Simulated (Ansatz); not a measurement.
Geometry relaxation of NiSi2 (part 2 of 2)

Continued. System: NiSi2 (slab, 15 atoms in the cell). Method: DFT PBE, scalar-relativistic, plane waves, PAW, no spin polarisation (Ansatz 0.2.0); cutoff 420 eV, 9×9×1 k-mesh, Gaussian smearing of 0.1 eV. The structure derives from an entry of the Crystallography Open Database.

Geometry of the input (Å; fractional positions):
```
3.8515  0.0000  0.0000
-1.9258  3.3355  0.0000
0.0000  0.0000  29.1514
Si 0.0000  0.0000  0.2573
Ni 0.6667  0.3333  0.2842
Si 0.3333  0.6667  0.3112
Si 0.6667  0.3333  0.3652
Ni 0.3333  0.6667  0.3921
Si 0.0000  0.0000  0.4191
Si 0.3333  0.6667  0.4730
Ni 0.0000  0.0000  0.5000
Si 0.6667  0.3333  0.5270
Si 0.0000  0.0000  0.5809
Ni 0.6667  0.3333  0.6079
Si 0.3333  0.6667  0.6348
Si 0.6667  0.3333  0.6888
Ni 0.3333  0.6667  0.7158
Si 0.0000  0.0000  0.7427
```

```
SCF converged after 6 iterations
Free energy (F): -35560.409716 eV
Harris-Foulkes:  -35560.409716 eV  (|F-HF|=1.87e-8)
Internal energy: -35560.392048 eV  (E = F + TS)
E sigma→0 (E₀):  -35560.400882 eV
Entropy (-TS):   -0.017667 eV (-1.178 meV/atom)
Fermi energy:    4.753959 eV
Dipole field:    D = 0.000000 V/Å  (p = 0.000000 e·Å, saw-weighted, corrected)
Work function:   Φ+ = 4.5940 eV   Φ− = 4.5940 eV
Levels:          The Fermi level and band energies are counted from a zero that moves with the ramp; work functions are not
--- Per-component energies (eV) ---
  E_band       = -2785.341916
  E_kinetic    = 1838.806162
  E_local      = -151662.894522  (includes V_loc(G=0)·N_el)
  E_nonlocal   = 3400.557139
  E_hartree    = 73646.587526
  E_xc         = -989.572040
  E_vxc        = -1033.069758  (∫ρ·V_xc dr)
  E_paw        = -13258.406126  (= ΣΔE_a)
  E_vpaw       = -2621.981745  (= ΣTr[D̂ρ^β])
  E_aug_tail   = 0.002721  (compensation charges beyond the density's cutoff)
  E_efield     = 0.000000  (sawtooth field / dipole correction)
  E_vefield    = -0.000000  (∫n·V_field dr)
  E_ewald      = 51464.527091
  E_smearing   = -0.017667  (= −TS)
  E_closure    = -0.000000  (closes the sum)
  Σ components = -35560.409716   (vs F -35560.409716, Δ=0.00e0)
--- Forces (eV/Å), atoms counted from 1 ---
  atom   1  Si    -0.00000000    -0.00000000     0.00532657
  atom   2  Ni     0.00000000    -0.00000000    -0.00695010
  atom   3  Si     0.00000000    -0.00000000     0.00567150
  atom   4  Si     0.00000000     0.00000000    -0.00888020
  atom   5  Ni     0.00000000    -0.00000000     0.00538996
  atom   6  Si    -0.00000000    -0.00000000    -0.00100855
  atom   7  Si     0.00000000     0.00000000     0.01024862
  atom   8  Ni     0.00000000    -0.00000000     0.00000097
  atom   9  Si     0.00000000    -0.00000000    -0.01024869
  atom  10  Si     0.00000000     0.00000000     0.00100813
  atom  11  Ni    -0.00000000     0.00000000    -0.00539093
  atom  12  Si     0.00000000    -0.00000000     0.00888017
  atom  13  Si     0.00000000     0.00000000    -0.00567095
  atom  14  Ni     0.00000000     0.00000000     0.00694990
  atom  15  Si    -0.00000000     0.00000000    -0.00532591
  max |Σ_I F_I| component: 5.12e-7 eV/Å
--- Band table (eV; the first three rows and the last of 12) ---
  k-point 0: bands = ["-99.7318", "-99.7318", "-99.7254", "-99.3984", "-99.3984", "-60.1355", "-60.1259", "-60.1259", "-60.1242", "-60.1242", "-60.1242", "-60.1242", "-60.1110", "-60.1110", "-59.8387", "-59.8387", "-59.8387", "-59.8387", "-59.7092", "-59.7092", "-8.6857", "-8.2996", "-7.6791", "-6.8505", "-5.8724", "-4.2373", "-2.8864", "-1.6462", "-0.6912", "-0.1773", "-0.1773", "-0.0496", "-0.0496", "0.1141", "0.1141", "0.2202", "0.2202", "0.2337", "0.2337", "1.0229", "1.0446", "1.3920", "1.3984", "1.3984", "1.4043", "1.4043", "1.4991", "1.4991", "1.8314", "1.8314", "1.8656", "1.8656", "2.0652", "3.1186", "3.7087", "3.7087", "4.1515", "4.3673", "4.3673", "5.0743", "5.0743", "5.3469", "5.6234", "5.7828", "5.7828", "6.1358", "6.2404", "6.5096", "6.6086", "6.6086", "6.6498", "6.7249", "6.7249", "6.9511", "6.9511", "7.1078", "7.1078", "7.5081", "7.6055", "7.6055"]
  k-point 1: bands = ["-99.7318", "-99.7318", "-99.7254", "-99.3984", "-99.3984", "-60.1355", "-60.1259", "-60.1259", "-60.1243", "-60.1243", "-60.1242", "-60.1242", "-60.1110", "-60.1110", "-59.8388", "-59.8388", "-59.8387", "-59.8387", "-59.7092", "-59.7092", "-8.5262", "-8.1411", "-7.5226", "-6.6970", "-5.7169", "-4.1300", "-2.8177", "-1.6603", "-0.8335", "-0.5078", "-0.2152", "-0.1595", "-0.0951", "-0.0298", "0.0366", "0.1016", "0.1458", "0.2882", "0.3424", "1.0366", "1.0956", "1.1671", "1.2356", "1.2641", "1.4042", "1.4275", "1.5151", "1.5308", "1.8258", "1.8449", "1.8612", "1.8708", "1.9812", "2.9772", "3.0852", "3.3517", "3.4614", "3.9284", "3.9337", "4.2242", "4.5906", "4.5931", "5.3046", "5.3308", "5.3902", "5.6426", "5.8163", "6.1409", "6.1786", "6.4215", "6.6670", "6.8682", "7.0627", "7.3151", "7.5220", "7.5296", "7.8624", "8.0392", "8.2279", "8.2323"]
  k-point 2: bands = ["-99.7318", "-99.7318", "-99.7254", "-99.3984", "-99.3984", "-60.1355", "-60.1259", "-60.1259", "-60.1245", "-60.1245", "-60.1243", "-60.1243", "-60.1112", "-60.1110", "-59.8389", "-59.8389", "-59.8387", "-59.8387", "-59.7092", "-59.7092", "-8.0520", "-7.6702", "-7.0589", "-6.2451", "-5.2633", "-3.8480", "-2.7350", "-1.9774", "-1.4865", "-1.2492", "-0.8884", "-0.5054", "-0.1519", "-0.0967", "-0.0709", "0.0399", "0.2398", "0.3576", "0.4531", "0.6105", "0.6718", "1.0130", "1.0748", "1.2807", "1.3548", "1.4188", "1.5594", "1.5672", "1.6042", "1.8072", "1.8531", "1.9047", "2.0644", "2.3045", "2.4712", "2.7386", "2.8269", "2.9851", "3.2190", "3.3677", "3.5410", "3.7657", "4.3538", "4.3928", "4.7267", "5.0025", "5.1258", "5.4705", "5.8689", "6.3842", "6.8421", "7.1791", "7.2713", "7.3767", "7.7553", "7.8210", "8.4634", "8.4640", "8.5121", "8.8229"]
  k-point 11: bands = ["-99.7318", "-99.7318", "-99.7254", "-99.3984", "-99.3984", "-60.1354", "-60.1258", "-60.1258", "-60.1246", "-60.1246", "-60.1246", "-60.1246", "-60.1114", "-60.1114", "-59.8391", "-59.8391", "-59.8391", "-59.8391", "-59.7092", "-59.7092", "-4.7604", "-4.7255", "-4.7255", "-4.4743", "-4.4743", "-4.2707", "-4.1555", "-4.1555", "-3.5308", "-3.4633", "-1.7981", "-1.7981", "-1.5031", "-1.0760", "-1.0759", "-0.6722", "-0.2744", "-0.2744", "0.0888", "0.5907", "0.5907", "0.8404", "0.8404", "0.9249", "1.0444", "1.1901", "1.1901", "1.5325", "1.5325", "1.5423", "1.6221", "1.6812", "1.6812", "1.9373", "1.9671", "1.9860", "2.0501", "2.0501", "2.0677", "2.0677", "2.5806", "2.7656", "2.7656", "3.7933", "3.7933", "4.4328", "4.5046", "5.7914", "5.7914", "6.1664", "7.0925", "7.0925", "7.2816", "8.5464", "8.8298", "8.8298", "9.4377", "9.4377", "10.1961", "10.1961"]
--- Relaxed structure (4 steps of the walk, 4 accepted, 0 SCFs on fresh bases) ---
  F+E_penalty+E_count = -35560.40971562 eV   max|allowed force component| = 1.025e-2 eV/Å
  atoms:
    - { symbol: Si, position: [3.756129628782827e-18, 1.7923484667359484e-32, 0.26114889587176365] }
    - { symbol: Ni, position: [0.6666666666666666, 0.3333333333333333, 0.28521796132416594] }
    - { symbol: Si, position: [0.3333333333333333, 0.6666666666666666, 0.309881044532062] }
    - { symbol: Si, position: [0.6666666666666666, 0.3333333333333333, 0.36478944090133847] }
    - { symbol: Ni, position: [0.3333333333333333, 0.6666666666666666, 0.3914965194555585] }
    - { symbol: Si, position: [1.8497873616117124e-19, -3.134838636370002e-32, 0.41928324134504996] }
    - { symbol: Si, position: [0.3333333333333333, 0.6666666666666666, 0.472446985220368] }
    - { symbol: Ni, position: [-4.8691303377960074e-26, -6.712682427725323e-33, 0.4999999999498185] }
    - { symbol: Si, position: [0.6666666666666666, 0.3333333333333333, 0.5275530157415207] }
    - { symbol: Si, position: [-1.8497785378871155e-19, 4.373396805532147e-33, 0.5807167595643292] }
    - { symbol: Ni, position: [0.6666666666666666, 0.3333333333333333, 0.6085034826742408] }
    - { symbol: Si, position: [0.3333333333333333, 0.6666666666666666, 0.635210559777657] }
    - { symbol: Si, position: [0.6666666666666666, 0.3333333333333333, 0.6901189532227961] }
    - { symbol: Ni, position: [0.3333333333333333, 0.6666666666666666, 0.7147820397878293] }
    - { symbol: Si, position: [-3.756133021671233e-18, -6.091140266159541e-32, 0.7388511006315024] }
```

Trajectory as extended XYZ (Å, eV, eV/Å), 4 frames, from step=1 to step=4
```
15
Lattice="3.8515 0.0000 0.0000 -1.9258 3.3355 0.0000 0.0000 0.0000 29.1514" Properties=species:S:1:pos:R:3:forces:R:3 step=1 energy=-35560.29587
Si    0.0000    0.0000    7.5000    0.0000   0.0000   0.6868
Ni    1.9258    1.1118    8.2862    0.0000   0.0000   0.1068
Si    0.0000    2.2237    9.0724    0.0000   0.0000  -0.6130
Si    1.9258    1.1118   10.6447    0.0000   0.0000  -0.2614
Ni    0.0000    2.2237   11.4309    0.0000   0.0000  -0.0218
Si    0.0000    0.0000   12.2171    0.0000   0.0000   0.1309
Si    0.0000    2.2237   13.7895    0.0000   0.0000  -0.0910
Ni    0.0000    0.0000   14.5757    0.0000   0.0000   0.0000
Si    1.9258    1.1118   15.3619    0.0000   0.0000   0.0910
Si    0.0000    0.0000   16.9342    0.0000   0.0000  -0.1309
Ni    1.9258    1.1118   17.7204    0.0000   0.0000   0.0218
Si    0.0000    2.2237   18.5066    0.0000   0.0000   0.2614
Si    1.9258    1.1118   20.0790    0.0000   0.0000   0.6130
Ni    0.0000    2.2237   20.8652    0.0000   0.0000  -0.1068
Si    0.0000    0.0000   21.6514    0.0000   0.0000  -0.6868
15
Lattice="3.8515 0.0000 0.0000 -1.9258 3.3355 0.0000 0.0000 0.0000 29.1514" Properties=species:S:1:pos:R:3:forces:R:3 step=2 energy=-35560.39893
Si    0.0000    0.0000    7.5893    0.0000   0.0000   0.1879
Ni    1.9258    1.1118    8.3068    0.0000   0.0000   0.0707
Si    0.0000    2.2237    9.0540    0.0000   0.0000  -0.2318
Si    1.9258    1.1118   10.6382    0.0000   0.0000  -0.0745
Ni    0.0000    2.2237   11.4211    0.0000   0.0000  -0.0116
Si    0.0000    0.0000   12.2188    0.0000   0.0000   0.0869
Si    0.0000    2.2237   13.7815    0.0000   0.0000  -0.0447
Ni    0.0000    0.0000   14.5757    0.0000   0.0000   0.0000
Si    1.9258    1.1118   15.3699    0.0000   0.0000   0.0447
Si    0.0000    0.0000   16.9326    0.0000   0.0000  -0.0869
Ni    1.9258    1.1118   17.7303    0.0000   0.0000   0.0116
Si    0.0000    2.2237   18.5131    0.0000   0.0000   0.0745
Si    1.9258    1.1118   20.0973    0.0000   0.0000   0.2318
Ni    0.0000    2.2237   20.8446    0.0000   0.0000  -0.0707
Si    0.0000    0.0000   21.5620    0.0000   0.0000  -0.1879
15
Lattice="3.8515 0.0000 0.0000 -1.9258 3.3355 0.0000 0.0000 0.0000 29.1514" Properties=species:S:1:pos:R:3:forces:R:3 step=3 energy=-35560.40951
Si    0.0000    0.0000    7.6188    0.0000   0.0000  -0.0241
Ni    1.9258    1.1118    8.3135    0.0000   0.0000   0.0243
Si    0.0000    2.2237    9.0384    0.0000   0.0000  -0.0204
Si    1.9258    1.1118   10.6336    0.0000   0.0000   0.0097
Ni    0.0000    2.2237   11.4138    0.0000   0.0000   0.0093
Si    0.0000    0.0000   12.2229    0.0000   0.0000   0.0056
Si    0.0000    2.2237   13.7754    0.0000   0.0000  -0.0189
Ni    0.0000    0.0000   14.5757    0.0000   0.0000   0.0000
Si    1.9258    1.1118   15.3759    0.0000   0.0000   0.0189
Si    0.0000    0.0000   16.9285    0.0000   0.0000  -0.0056
Ni    1.9258    1.1118   17.7376    0.0000   0.0000  -0.0093
Si    0.0000    2.2237   18.5177    0.0000   0.0000  -0.0097
Si    1.9258    1.1118   20.1130    0.0000   0.0000   0.0204
Ni    0.0000    2.2237   20.8379    0.0000   0.0000  -0.0243
Si    0.0000    0.0000   21.5326    0.0000   0.0000   0.0240
15
Lattice="3.8515 0.0000 0.0000 -1.9258 3.3355 0.0000 0.0000 0.0000 29.1514" Properties=species:S:1:pos:R:3:forces:R:3 step=4 energy=-35560.40972
Si    0.0000    0.0000    7.6128    0.0000   0.0000   0.0053
Ni    1.9258    1.1118    8.3145    0.0000   0.0000  -0.0069
Si    0.0000    2.2237    9.0335    0.0000   0.0000   0.0057
Si    1.9258    1.1118   10.6341    0.0000   0.0000  -0.0089
Ni    0.0000    2.2237   11.4127    0.0000   0.0000   0.0054
Si    0.0000    0.0000   12.2227    0.0000   0.0000  -0.0010
Si    0.0000    2.2237   13.7725    0.0000   0.0000   0.0102
Ni    0.0000    0.0000   14.5757    0.0000   0.0000   0.0000
Si    1.9258    1.1118   15.3789    0.0000   0.0000  -0.0102
Si    0.0000    0.0000   16.9287    0.0000   0.0000   0.0010
Ni    1.9258    1.1118   17.7387    0.0000   0.0000  -0.0054
Si    0.0000    2.2237   18.5173    0.0000   0.0000   0.0089
Si    1.9258    1.1118   20.1179    0.0000   0.0000  -0.0057
Ni    0.0000    2.2237   20.8369    0.0000   0.0000   0.0069
Si    0.0000    0.0000   21.5385    0.0000   0.0000  -0.0053
```

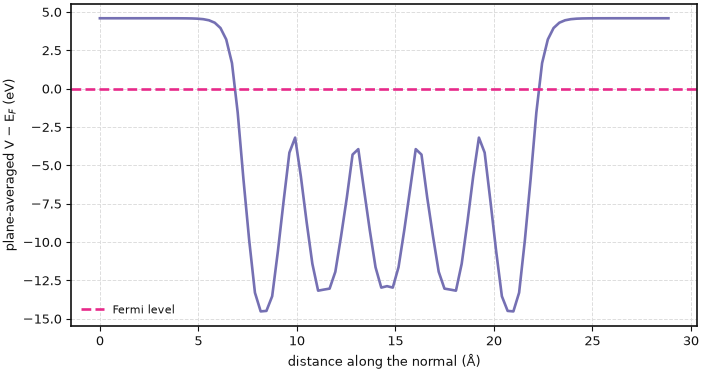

Figure 1. Plane average of the electrostatic potential energy of an electron across the cell, from the Fermi level. The vacuum level lies 4.59 eV above the Fermi level.

Summary

- outcome: converged
- electrons treated: 130
- free energy: −35560.4097 eV
- work function, top face: 4.59 eV
- work function, bottom face: 4.59 eV
- Fermi energy: 4.754 eV
- gap on the k-point mesh: none (metallic)
- final volume: 374.50 Å³
- work function (upper face): 4.59 eV
- largest force (length of the vector) at the end: 0.010 eV/Å
- wall time: 87 s (CPU time 2.8 min)
- peak memory: 0.82 GiB

Remarks

The run has no spin polarisation, so a magnetic state may lie lower.
